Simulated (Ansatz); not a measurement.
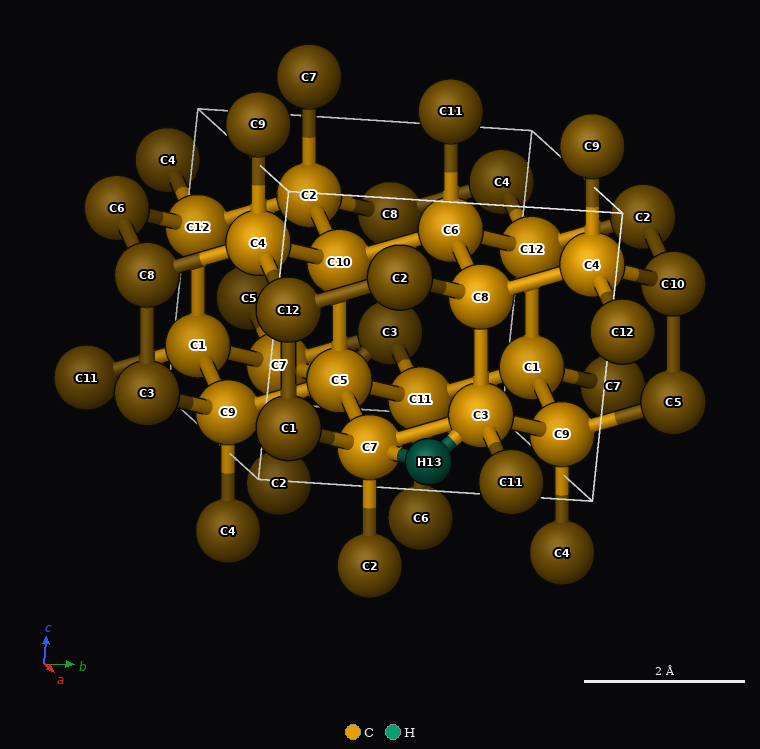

*The structure (ball-and-stick view of the cell of the calculation, seen slightly off an axis; neighbours outside the cell are drawn fainter; atoms are numbered from 1 in the order of the input).*

**Single-point calculation of C12H (charge +1)**

C12H (defect cell, 13 atoms in the cell, total charge +1), computed with DFT LDA, scalar-relativistic, plane waves, PAW, PAW set soft_1, no spin polarisation (Ansatz 0.2.0).

The structure derives from an entry of the Crystallography Open Database. Figures and captions count atoms from 1; the log counts them from 0 in places.

Input file
```yaml
crystal:
  lattice:
    - [1.765748987, -3.531497974, -1.765748987]
    - [3.531497974, -1.765748987, 1.765748987]
    - [-1.765748987, -3.531497974, 1.765748987]
  atoms:
    - { symbol: C, position: [0.25, 1.0, 0.25] }
    - { symbol: C, position: [0.0833333333, 0.3333333333, 0.75] }
    - { symbol: C, position: [0.9166666667, 0.6666666667, 0.25] }
    - { symbol: C, position: [0.75, 1.0, 0.75] }
    - { symbol: C, position: [0.5833333333, 0.3333333333, 0.25] }
    - { symbol: C, position: [0.4166666667, 0.6666666667, 0.75] }
    - { symbol: C, position: [0.9583333333, 0.3333333333, 0.125] }
    - { symbol: C, position: [0.7916666667, 0.6666666667, 0.625] }
    - { symbol: C, position: [0.625, 1.0, 0.125] }
    - { symbol: C, position: [0.4583333333, 0.3333333333, 0.625] }
    - { symbol: C, position: [0.2916666667, 0.6666666667, 0.125] }
    - { symbol: C, position: [0.125, 1.0, 0.625] }
    - { symbol: H, position: [1.0972222222, 0.4722222222, 0.125] }
total_charge: 1
basis:
  ecutwfc: 420
kpoints:
  mp_grid: { grid: [6, 6, 6] }
hamiltonian:
  xc: lda
  pseudopotentials: { kind: paw, azcp: { folder: soft_1 } }
scf:
  occupations: { method: gaussian, width: 0.05 }
output:
  forces: true
  stress: true
  eigenvalues: true
  write_density: true
  write_potential: true
  elf: true
  volumetric_format: npy
```

Command:
```bash
ansatz run input.yaml --threads 4 --pin off --max-ram 8192MiB --backend cpu --events-out ev --progress --plain --runs-dir out
```

Log
```
Warning: [file] the record states the generating functional pbe (its physics header spells it `PBE`), which answers neither for hamiltonian.xc's functional nor for the lda family's — results may be inconsistent (PPs are generated against a specific XC)
Warning: [file] the record states the generating functional pbe (its physics header spells it `PBE`), which answers neither for hamiltonian.xc's functional nor for the lda family's — results may be inconsistent (PPs are generated against a specific XC)
Engine: ansatz 0.2.0, x86_64-unknown-linux-gnu
Pseudopotentials: kind: paw
Pseudopotential: C, paw, valence charge 4, recommended cutoff 420 eV (normal), [file]
Pseudopotential: H, paw, valence charge 1, recommended cutoff 420 eV (normal), [file]
Functional definition: SPW92
  exchange = slater_x
  correlation = pw_c
Crystal: 13 atoms, lattice volume = 66.064 Å³
Basis set: ecut = 420 eV, 1273 PW (Γ)
Bands: 37, of which v1, the nominal top of the filled ones, is band 24 counted from 1 (23 counted from 0)
Symmetry: 1 space group operations
Space group: P1 (ITA 1), of the structure as read, at distance tolerance 4.0e-5 Å
k-points: 112 of 216 (time reversal used)
Non-local potential: C, projectors of the file, l = 0: 2, l = 1: 2, l = 2: 1
Non-local potential: H, projectors of the file, l = 0: 2, l = 1: 1
PAW form: soft (Blöchl's): semilocal exchange-correlation on the pseudo side does not see the compensation charge
PAW frozen core: C, regenerated for the run's functional, and the local potential with it (the file was generated under x = pbe(κ = 0.804, μ = 0.2195149727645171), c = pbe(β = 0.06672455060314922))
PAW one-centre angular grid: C, 110 points (default); XC on 64 Gauss nodes
PAW one-centre angular grid: H, 110 points (default); XC on 64 Gauss nodes
Initial density: superposition of atomic densities (chi_scale 0.1, normalization cell, long waves kept (reshape's long-wave potential 0.03 eV rms))
Initial wavefunctions: pseudopotential atomic-orbital guess
Functional: x = slater, c = lda
SCF iter   1: F=—  HF=-2945.293746 eV  |F-HF|=—  |Δ(HF+E_count)|=         —  Δρ=1.59e-1  dr2=1.18e1  ethr=3.10e-3  ⟨swp⟩=5.9  Hψ=19189  notcnv=0  defer=142
preconditioner: auto → none  [insulator: Δε(μ)=4.284 eV  Ē_g=17.690 eV  σ=0.050 eV  W_gap=1.00  n_scr=16 (ndim 8)  ℏωp=31.7 eV  f_vac=0.000  D(μ)=0.00/eV (n_scr^D=0)  ε∞_Penn≈4.2]
SCF iter   2: F=—  HF=-2940.642122 eV  |F-HF|=—  |Δ(HF+E_count)|=    4.65e0  Δρ=6.01e-2  dr2=1.49e0  ethr=3.10e-3  ⟨swp⟩=3.0  Hψ=9039  notcnv=0  defer=789
SCF iter   3: F=—  HF=-2940.091614 eV  |F-HF|=—  |Δ(HF+E_count)|=   5.51e-1  Δρ=1.14e-2  dr2=8.20e-2  ethr=3.10e-3  ⟨swp⟩=2.1  Hψ=6704  notcnv=0  defer=789
SCF iter   4: F=—  HF=-2940.067184 eV  |F-HF|=—  |Δ(HF+E_count)|=   2.44e-2  Δρ=4.06e-3  dr2=4.52e-3  ethr=1.71e-4  ⟨swp⟩=2.8  Hψ=6860  notcnv=0  defer=788
SCF iter   5: F=—  HF=-2940.066741 eV  |F-HF|=—  |Δ(HF+E_count)|=   4.44e-4  Δρ=8.00e-4  dr2=3.67e-4  ethr=9.41e-6  ⟨swp⟩=2.3  Hψ=6203  notcnv=0  defer=788
SCF iter   6: F=—  HF=-2940.066649 eV  |F-HF|=—  |Δ(HF+E_count)|=   9.11e-5  Δρ=1.00e-4  dr2=2.84e-6  ethr=7.64e-7  ⟨swp⟩=2.0  Hψ=5500  notcnv=0  defer=788
SCF iter   7: F=—  HF=-2940.066648 eV  |F-HF|=—  |Δ(HF+E_count)|=   1.79e-6  Δρ=4.23e-5  dr2=4.36e-7  ethr=5.91e-9  ⟨swp⟩=2.0  Hψ=6345  notcnv=0  defer=788
SCF iter   8: F=—  HF=-2940.066648 eV  |F-HF|=—  |Δ(HF+E_count)|=   1.17e-7  Δρ=1.39e-5  dr2=1.17e-7  ethr=2.08e-10  ⟨swp⟩=17.2  Hψ=33134  notcnv=0
SCF iter   9: F=-2940.066648 eV  HF=-2940.066648 eV  |F-HF|=6.53e-9  |Δ(HF+E_count)|=   2.00e-8  Δρ=3.55e-6  dr2=8.80e-9  ethr=2.08e-10  ⟨swp⟩=9.0  Hψ=21796  notcnv=0
SCF 1 converged in 9 iterations: F = -2940.066648 eV  dr2 = 8.80e-9
  greatest PAW one-centre occupation: 0.667 electrons in one spin orbital (limit 2), on the C atom at site 2 (counted from 0), in its partial waves of l = 0
```

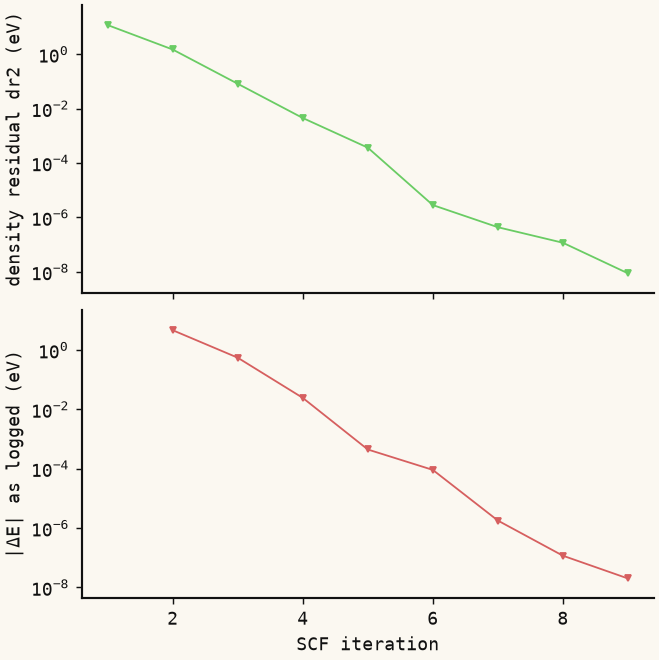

*Convergence of the self-consistent field: density residual dr2 and size of the energy change against the SCF iteration.*

The residual falls at every step.

```
SCF converged after 9 iterations
Free energy (F): -2940.066648 eV
Harris-Foulkes:  -2940.066648 eV  (|F-HF|=6.53e-9)
Internal energy: -2940.066648 eV  (E = F + TS)
E sigma→0 (E₀):  -2940.066648 eV
Fermi energy:    15.538083 eV
--- Per-component energies (eV) ---
  E_band       = 210.805970
  E_kinetic    = 1092.299970
  E_local      = -672.444127  (includes V_loc(G=0)·N_el)
  E_nonlocal   = 287.309209
  E_hartree    = 157.537210
  E_xc         = -571.301850
  E_vxc        = -707.676392  (∫ρ·V_xc dr)
  E_paw        = -1110.952753  (= ΣΔE_a)
  E_vpaw       = -103.755875  (= ΣTr[D̂ρ^β])
  E_aug_tail   = -0.001208  (compensation charges beyond the density's cutoff)
  E_ewald      = -2123.267089
  E_core_change = 0.753990  (= ΣΔE_core)
  E_smearing   = -0.000000  (= −TS)
  E_closure    = -0.000000  (closes the sum)
  E_deformation_potential = 22.691671  (in the stress; not in F)
  Σ components = -2940.066648   (vs F -2940.066648, Δ=0.00e0)
--- Forces (eV/Å), atoms counted from 1 ---
  atom   1  C     -0.81796797    -0.49822394     0.15534089
  atom   2  C      0.41790003     0.63107458    -0.51460531
  atom   3  C      3.02963947    -3.37499175    15.24141534
  atom   4  C      0.36530407     0.25665244    -0.30869358
  atom   5  C     -0.26242345    -0.60933860     0.74983026
  atom   6  C      0.36001005     0.39003595    -0.23415922
  atom   7  C     -5.88423621     6.24094800    -1.82278660
  atom   8  C     -0.69132023    -0.33805124     0.01593311
  atom   9  C      0.29097346     0.55663523    -0.92912760
  atom  10  C     -0.06216555    -0.19856011    -0.03808229
  atom  11  C      2.03771895    -1.53429492    -0.73896662
  atom  12  C     -0.26242536    -0.16634091     0.30908782
  atom  13  H      1.47901456    -1.35552619   -11.88519833
  max |Σ_I F_I| component: 2.18e-5 eV/Å
--- Stress (GPa, compression-positive) ---
       30.910741     -11.379936       5.975646
      -11.379936      30.966725      -5.517395
        5.975645      -5.517396      45.577559
  P = ⅓ Tr σ = 35.8183 GPa (358.183 kbar)
--- Band table (eV; the first three rows and the last of 112) ---
  k-point 0: bands = ["-9.1682", "-4.3526", "-1.2749", "-0.5737", "-0.1559", "0.0388", "0.1321", "1.1750", "2.0514", "2.2831", "2.9675", "3.7337", "4.1179", "5.5733", "5.9619", "7.5198", "7.7012", "8.5646", "9.1311", "10.4567", "10.7428", "13.5371", "13.7579", "13.8541", "18.3663", "19.1110", "19.1898", "19.8250", "20.4362", "21.6277", "22.1617", "22.4593", "22.5959", "22.9683", "23.7374", "24.1962", "25.9717"]
  k-point 1: bands = ["-9.0403", "-4.6484", "-2.1335", "-0.5618", "-0.1147", "0.0098", "0.9854", "1.8236", "2.2080", "2.2849", "2.5342", "3.9707", "4.6600", "5.2912", "5.3765", "7.8470", "8.2858", "8.4948", "8.6386", "10.5557", "10.8433", "12.4697", "13.3532", "13.4813", "18.6801", "19.4792", "19.8463", "20.4529", "20.9858", "21.1119", "21.3264", "21.9045", "22.2795", "22.9013", "25.2536", "25.4187", "25.7749"]
  k-point 2: bands = ["-8.7255", "-5.3734", "-2.6761", "-0.5924", "-0.1118", "0.0097", "1.0937", "1.8923", "2.5682", "2.8655", "3.5521", "4.1145", "4.2864", "5.5826", "6.0227", "7.3733", "7.7734", "8.7059", "9.0170", "9.9811", "10.8341", "11.1329", "12.7674", "12.8338", "19.0308", "19.7931", "20.3090", "20.4982", "21.0649", "22.0181", "22.1428", "22.3479", "22.6408", "22.7406", "23.8928", "24.0764", "26.0600"]
  k-point 111: bands = ["-7.9600", "-5.0786", "-3.5256", "-2.8128", "-2.0930", "-0.1767", "0.5418", "1.0912", "3.8370", "4.7687", "5.2029", "6.1338", "6.5007", "6.5647", "7.2291", "7.2870", "8.5327", "8.8764", "9.4471", "10.0234", "10.3635", "10.3828", "10.9119", "10.9433", "17.4175", "18.5962", "19.5231", "19.7795", "21.0746", "21.5489", "21.7585", "22.2446", "23.0237", "23.1453", "23.7265", "24.4483", "24.7247"]
```

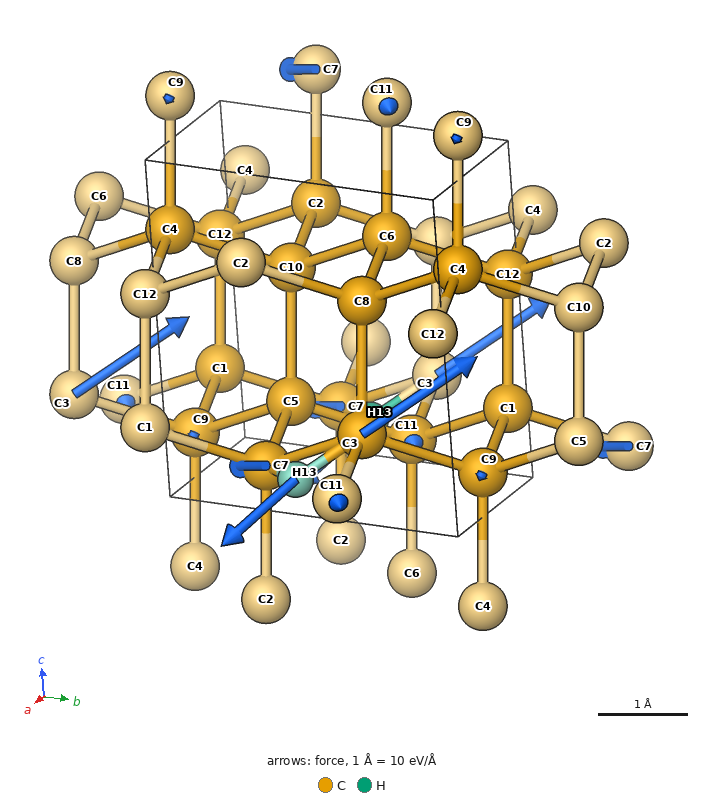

*Forces on the atoms as blue arrows (ball-and-stick view of the cell of the calculation, seen slightly off an axis; neighbours outside the cell are drawn fainter; atoms are numbered from 1 in the order of the input); the smallest are left out.*

The largest act on C3 (15.90 eV/Å); H13 (12.05 eV/Å); C7 (8.77 eV/Å). The geometry is not a stationary point of this energy.

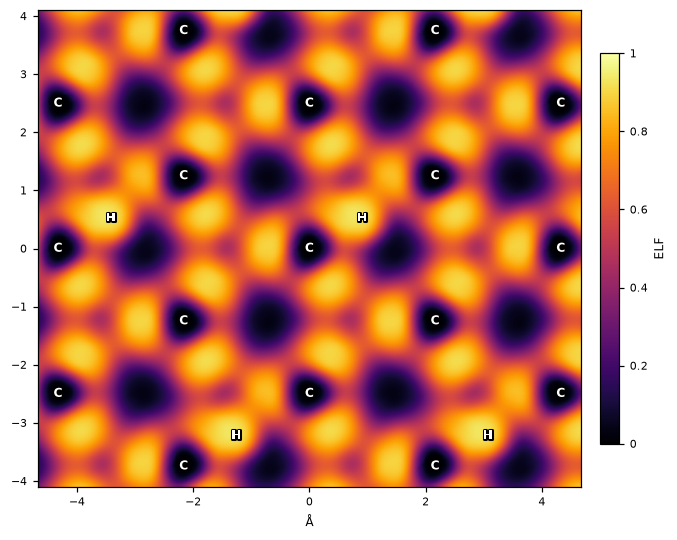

*Electron localisation function on the (001) plane of the calculation cell.*

Core electrons are frozen (PAW), so the fields are smoothed inside the atomic spheres.

Summary

```json
{"quantity": "outcome", "value": "converged"}
{"quantity": "electrons treated", "value": "48"}
{"quantity": "free energy", "value": "−2940.0666 eV"}
{"quantity": "Fermi energy", "value": "15.538 eV"}
{"quantity": "gap on the k-point mesh", "value": "3.37 eV"}
{"quantity": "pressure", "value": "35.82 GPa"}
{"quantity": "largest force (length of the vector)", "value": "15.902 eV/Å"}
{"quantity": "hardware", "value": "4 threads of AMD EPYC (Zen 5), 32 GiB of memory available, shared host"}
{"quantity": "wall time", "value": "3.6 s (CPU time 14 s)"}
{"quantity": "peak memory", "value": "0.54 GiB"}
```

The program warns: the PAW datasets were made with another functional.
